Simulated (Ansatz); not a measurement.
Single-point calculation of Si$_{31}$O (charge +1) (part 2 of 2)

The same run, continued: Si$_{31}$O (defect cell, 32 atoms in the cell, total charge +1); DFT PBE, scalar-relativistic, plane waves, PAW, spin-polarised (Ansatz 0.2.0); cutoff 420 eV, 3×3×1 k-mesh, Gaussian smearing of 0.05 eV, collinear spins. The structure derives from an entry of the Crystallography Open Database.

### Output, continued
```
Per-site moments (μB) at R_I (Å): [(-5.1806164366867e-7, 0.7014985144349388), (-2.6276581556667583e-6, 0.9531464874073311), (-1.7543703454646206e-6, 0.9532260525327112), (-1.754156638429499e-6, 0.9532159273036552), (-1.413364375732875e-6, 0.9616801530126934), (-1.970395545564097e-6, 0.963375627756533), (-2.110227043030497e-6, 0.9627014240807863), (-2.111725362118441e-6, 0.9627270747428373), (-2.950625395823349e-7, 0.9635552327352208), (-9.711794536979666e-7, 0.9617763644610144), (-1.5378699827787465e-6, 0.96121264847249), (-1.5403921454303305e-6, 0.9612559362143047), (-3.138961713567315e-7, 0.7014985144349388), (-1.7024044946784429e-6, 0.9562277334090002), (-1.878267564745925e-6, 0.9606020187690556), (-1.880107746289061e-6, 0.9606045500708765), (-1.3626384391306742e-7, 0.9531464874073311), (-1.3089510786929064e-7, 0.9532052855793746), (-1.0514382174945207e-6, 0.9565513225724925), (-1.2983767447341014e-7, 0.7050212160625702), (-1.598331078706682e-6, 0.9616801530126934), (-2.215014515758831e-6, 0.963375627756533), (-1.6903297062593356e-6, 0.9627014240807863), (-1.6933249902445314e-6, 0.9627270747428373), (-1.6999632001451653e-6, 0.9577711639281805), (-1.6981102653787895e-6, 0.9577537825501408), (-2.1581913413530583e-6, 0.9638928644514008), (-2.405471727037719e-6, 0.9643901965987031), (-2.2466744724368515e-6, 0.9606020187690556), (-2.0998054473128497e-6, 0.9640208384612557), (-1.6924415786466355e-6, 0.9622177697914046), (-1.692042290452744e-6, 0.9622084904666312)]
Free energy (F): -20281.950878 eV
Harris-Foulkes:  -20281.950878 eV  (|F-HF|=3.35e-10)
Internal energy: -20281.932502 eV  (E = F + TS)
E sigma→0 (E₀):  -20281.941690 eV
Entropy (-TS):   -0.018376 eV (-0.574 meV/atom)
Fermi energy:    5.762267 eV
--- Per-component energies (eV) ---
  E_band       = 98.037690
  E_kinetic    = 1418.230730
  E_local      = -1485.267148  (includes V_loc(G=0)·N_el)
  E_nonlocal   = 849.657553
  E_hartree    = 479.608914
  E_xc         = -1775.624991
  E_vxc        = -1531.514251  (∫ρ·V_xc dr)
  E_paw        = -16054.049480  (= ΣΔE_a)
  E_vpaw       = -112.289931  (= ΣTr[D̂ρ^β])
  E_aug_tail   = 0.002650  (compensation charges beyond the density's cutoff)
  E_ewald      = -3714.490731
  E_smearing   = -0.018376  (= −TS)
  E_closure    = -0.000000  (closes the sum)
  E_deformation_potential = 12.459847  (in the stress; not in F)
  Σ components = -20281.950878   (vs F -20281.950878, Δ=0.00e0)
--- Forces (eV/Å), atoms counted from 1 ---
  atom   1  O     -0.02124509    -0.01189378     0.13748140
  atom   2  Si    -0.04660507    -0.02631191     0.06441143
  atom   3  Si    -0.06979255    -0.03827898     0.04700145
  atom   4  Si    -0.06804771    -0.04100473     0.04674815
  atom   5  Si    -0.04563695    -0.02703784     0.19072765
  atom   6  Si    -0.05804205    -0.03298670     0.18013741
  atom   7  Si    -0.01549869     0.01190325     0.21135537
  atom   8  Si     0.00289090    -0.01944825     0.21264842
  atom   9  Si     0.03511190     0.02030232    -0.08560299
  atom  10  Si     0.06293707     0.03549787    -0.13258305
  atom  11  Si     0.02108068    -0.03681377    -0.15778518
  atom  12  Si    -0.02195470     0.03676851    -0.15868953
  atom  13  Si     0.03499784     0.02034713    -0.30707339
  atom  14  Si     0.03232771     0.01868526    -0.18139227
  atom  15  Si     0.04896383     0.03124033    -0.16624451
  atom  16  Si     0.05198920     0.02675335    -0.16559929
  atom  17  Si     0.04075235    -0.02878349    -0.03445455
  atom  18  Si    -0.00322367     0.04820615    -0.03300486
  atom  19  Si     0.05352815     0.03064937    -0.08513991
  atom  20  Si     0.08838105     0.05202056    -0.03937575
  atom  21  Si    -0.00398379    -0.00118161    -0.25815478
  atom  22  Si     0.03887382     0.02165473    -0.25647955
  atom  23  Si     0.04068814    -0.00163236    -0.20195855
  atom  24  Si     0.01818213     0.03532937    -0.20361596
  atom  25  Si    -0.04786583    -0.05370471     0.10227210
  atom  26  Si    -0.07198114    -0.01439695     0.10220950
  atom  27  Si    -0.01083657    -0.00550476     0.16735379
  atom  28  Si     0.03494893     0.01870921     0.12797522
  atom  29  Si    -0.01915057    -0.01098689     0.19304928
  atom  30  Si    -0.04074552    -0.02378123     0.22034106
  atom  31  Si    -0.02395301    -0.02859835     0.23067377
  atom  32  Si    -0.03709817    -0.00572545     0.23274285
  max |Σ_I F_I| component: 2.52e-5 eV/Å
--- Band table (eV; the first three rows and the last of 10) ---
  k-point 0 ↑: bands = ["-14.0463", "-5.8466", "-5.1996", "-5.0316", "-3.9360", "-3.7029", "-3.6006", "-3.4151", "-3.2872", "-3.2270", "-3.0511", "-2.9661", "-2.8982", "-2.5392", "-2.3096", "-1.8091", "-1.7889", "-1.7568", "-1.4067", "-1.3856", "-1.2115", "-0.9998", "-0.9937", "-0.6294", "-0.5355", "-0.3234", "-0.2963", "-0.0977", "0.5096", "0.7806", "1.3412", "1.6876", "1.8502", "1.9440", "2.0905", "2.1002", "2.4219", "2.9069", "2.9520", "2.9842", "3.4184", "3.5429", "3.5454", "3.7824", "3.8870", "3.9543", "3.9978", "4.0257", "4.0954", "4.2117", "4.2991", "4.4639", "4.5811", "4.6982", "4.7475", "4.8464", "4.9559", "5.1885", "5.2697", "5.4094", "5.5031", "5.5688", "5.6171", "6.1097", "6.1516", "6.8036", "6.8872", "6.9152", "7.0591", "7.0853", "7.2214", "7.3606", "7.5440", "7.6020", "7.6138", "7.7549", "7.7656", "7.9016", "8.0183", "8.1244", "8.1525", "8.2671", "8.5781", "8.7362", "8.7574", "8.8618", "8.9986", "9.0752", "9.2432", "9.3195", "9.4895", "9.6198", "9.6349", "9.7663", "9.7852", "9.9836", "9.9994"]
  k-point 1 ↑: bands = ["-14.0462", "-5.5448", "-4.9292", "-4.7872", "-4.5031", "-4.0576", "-3.8914", "-3.8178", "-3.6006", "-3.4430", "-3.2949", "-3.0941", "-3.0002", "-2.6827", "-2.2192", "-1.9372", "-1.6333", "-1.5099", "-1.2812", "-0.9671", "-0.8391", "-0.5907", "-0.4856", "-0.2311", "0.0173", "0.2636", "0.4871", "0.6779", "0.9894", "1.1807", "1.4494", "1.6204", "1.7657", "1.9352", "2.0486", "2.1263", "2.2394", "2.5515", "2.6026", "2.7444", "2.8014", "3.0100", "3.1492", "3.2099", "3.4551", "3.5058", "3.5897", "3.6622", "3.7187", "3.8106", "3.8733", "3.9742", "4.0599", "4.1085", "4.2352", "4.3154", "4.4559", "4.5275", "4.6918", "4.8053", "5.0077", "5.0694", "5.3005", "5.5329", "5.7537", "7.0679", "7.3837", "7.4950", "7.6570", "7.8302", "7.8447", "7.9892", "8.1090", "8.2827", "8.3365", "8.4476", "8.5743", "8.7294", "8.8280", "8.9640", "9.0538", "9.1087", "9.2781", "9.3444", "9.3930", "9.4682", "9.5783", "9.5870", "9.6698", "9.7425", "9.8321", "9.9573", "9.9939", "10.0611", "10.1047", "10.2182", "10.2976"]
  k-point 2 ↑: bands = ["-14.0462", "-5.5402", "-4.9039", "-4.7965", "-4.5701", "-4.0488", "-3.9028", "-3.7493", "-3.6465", "-3.4505", "-3.2123", "-3.1376", "-2.9298", "-2.6289", "-2.3842", "-2.0749", "-1.5743", "-1.3789", "-1.3056", "-1.0544", "-0.6679", "-0.5674", "-0.5396", "-0.1431", "0.0033", "0.3136", "0.4377", "0.7617", "0.8626", "1.2003", "1.5307", "1.5646", "1.6298", "1.8492", "2.0571", "2.0697", "2.2931", "2.5023", "2.5216", "2.6695", "2.8282", "2.9962", "3.2292", "3.2396", "3.3633", "3.5308", "3.6398", "3.6441", "3.8030", "3.8229", "3.9075", "3.9893", "4.1286", "4.1481", "4.2754", "4.3046", "4.4281", "4.5623", "4.6454", "4.8225", "5.0455", "5.1011", "5.2377", "5.4660", "5.7571", "7.0924", "7.3873", "7.3950", "7.6714", "7.7651", "7.8887", "8.0934", "8.2426", "8.3393", "8.3719", "8.4616", "8.5488", "8.8033", "8.8788", "9.0304", "9.0474", "9.1586", "9.2427", "9.2723", "9.3882", "9.4583", "9.5080", "9.5299", "9.7031", "9.8306", "9.8650", "9.9753", "10.0023", "10.0690", "10.0953", "10.1165", "10.3127"]
  k-point 4 ↓: bands = ["-14.0462", "-5.5448", "-4.9292", "-4.7872", "-4.5032", "-4.0577", "-3.8915", "-3.8176", "-3.6005", "-3.4429", "-3.2950", "-3.0942", "-3.0001", "-2.6827", "-2.2192", "-1.9372", "-1.6332", "-1.5099", "-1.2811", "-0.9671", "-0.8394", "-0.5907", "-0.4857", "-0.2309", "0.0174", "0.2637", "0.4870", "0.6778", "0.9896", "1.1806", "1.4496", "1.6205", "1.7655", "1.9352", "2.0485", "2.1263", "2.2390", "2.5515", "2.6024", "2.7444", "2.8015", "3.0099", "3.1492", "3.2098", "3.4551", "3.5057", "3.5897", "3.6624", "3.7190", "3.8107", "3.8733", "3.9743", "4.0598", "4.1085", "4.2352", "4.3154", "4.4563", "4.5276", "4.6916", "4.8053", "5.0078", "5.0694", "5.3005", "5.5328", "5.7536", "7.0678", "7.3837", "7.4948", "7.6569", "7.8301", "7.8443", "7.9891", "8.1089", "8.2828", "8.3366", "8.4475", "8.5742", "8.7296", "8.8279", "8.9640", "9.0539", "9.1087", "9.2781", "9.3446", "9.3930", "9.4683", "9.5783", "9.5868", "9.6697", "9.7427", "9.8321", "9.9573", "9.9940", "10.0612", "10.1047", "10.2183", "10.2977"]
--- Löwdin populations: 32 sites ---
  site symbol       q [e]    m [muB]
     0      O      6.7171    -0.0000
     1     Si      3.9199    -0.0000
     2     Si      3.9569    -0.0000
     3     Si      3.9569    -0.0000
     4     Si      3.9289    -0.0000
     5     Si      3.9296    -0.0000
     6     Si      3.9254    -0.0000
     7     Si      3.9254    -0.0000
     8     Si      3.9318    -0.0000
     9     Si      3.9290    -0.0000
    10     Si      3.9247    -0.0000
    11     Si      3.9247    -0.0000
    12     Si      3.3962    -0.0000
    13     Si      3.9204    -0.0000
    14     Si      3.9227    -0.0000
    15     Si      3.9227    -0.0000
    16     Si      3.9446     0.0000
    17     Si      3.9446     0.0000
    18     Si      3.9105    -0.0000
    19     Si      3.4145    -0.0000
    20     Si      3.9211    -0.0000
    21     Si      3.9355    -0.0000
    22     Si      3.9294    -0.0000
    23     Si      3.9294    -0.0000
    24     Si      3.9244    -0.0000
    25     Si      3.9244    -0.0000
    26     Si      3.9253    -0.0000
    27     Si      3.9541    -0.0000
    28     Si      3.9602    -0.0000
    29     Si      3.9358    -0.0000
    30     Si      3.9776    -0.0000
    31     Si      3.9776    -0.0000
  spilling = 0.010533 (of n_electrons = 129.000000)
--- Bader charges: 32 sites ---
  site symbol  charge [e]  shift [e]    m [muB]
     0      O     -1.6271     0.0054     0.0000
     1     Si      0.0045     0.0002     0.0000
     2     Si      0.1032     0.0099     0.0000
     3     Si      0.1032     0.0099     0.0000
     4     Si      0.0488     0.0034     0.0000
     5     Si      0.0306     0.0000     0.0000
     6     Si      0.0384     0.0005     0.0000
     7     Si      0.0383     0.0005     0.0000
     8     Si      0.0646     0.0039     0.0000
     9     Si      0.0316     0.0006     0.0000
    10     Si      0.0446     0.0011     0.0000
    11     Si      0.0444     0.0011     0.0000
    12     Si      0.8965     0.0006     0.0000
    13     Si      0.0646     0.0024     0.0000
    14     Si      0.0414     0.0009     0.0000
    15     Si      0.0415     0.0009     0.0000
    16     Si     -0.1483     0.0203     0.0000
    17     Si     -0.1484     0.0203     0.0000
    18     Si      0.0842     0.0055     0.0000
    19     Si      0.8229     0.0052     0.0000
    20     Si      0.0227     0.0027     0.0000
    21     Si      0.0053     0.0031     0.0000
    22     Si      0.0285     0.0004     0.0000
    23     Si      0.0284     0.0004     0.0000
    24     Si      0.0797     0.0050     0.0000
    25     Si      0.0799     0.0050     0.0000
    26     Si      0.0301     0.0017     0.0000
    27     Si      0.0698     0.0048     0.0000
    28     Si      0.0376     0.0034     0.0000
    29     Si      0.0079     0.0029     0.0000
    30     Si      0.0153     0.0019     0.0000
    31     Si      0.0153     0.0019     0.0000
  estimated error of the sums over rays = 6.9e-4 e
```

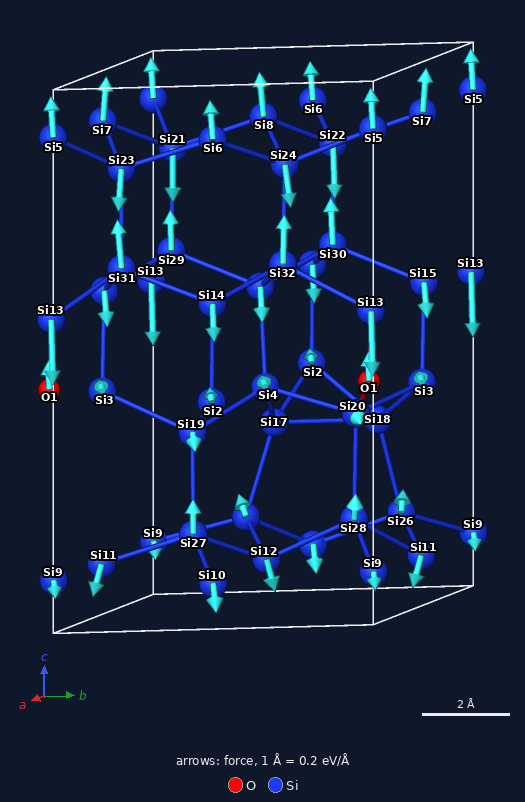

**Figure 1.** Forces on the atoms as teal arrows (ball-and-stick view of the cell of the calculation, seen slightly off an axis; atoms are numbered from 1 in the order of the input). The largest act on Si13 (0.31 eV/Å); Si21, Si22 (0.26 eV/Å); Si32 (0.24 eV/Å); Si31 (0.23 eV/Å), among others. 

### Key numbers

| quantity | value |
| --- | --- |
| outcome | converged |
| electrons treated | 129 |
| free energy | −20281.9509 eV |
| Fermi energy | 5.762 eV |
| gap on the k-point mesh | none (metallic) |
| net moment of the cell | 0.00 μB |
| integrated absolute moment | 0.00 μB |
| largest force (length of the vector) | 0.310 eV/Å |
| wall time | 2.5 min (CPU time 10 min) |
| peak memory | 1.7 GiB |

### Remarks

The program warns: some starting moments were not kept. The cell is charged and computed with a neutralising background, so its energy and pressure depend on the cell and aren't those of a real crystal. The k-point mesh is coarse for a cell of this size, so the results may not be converged.
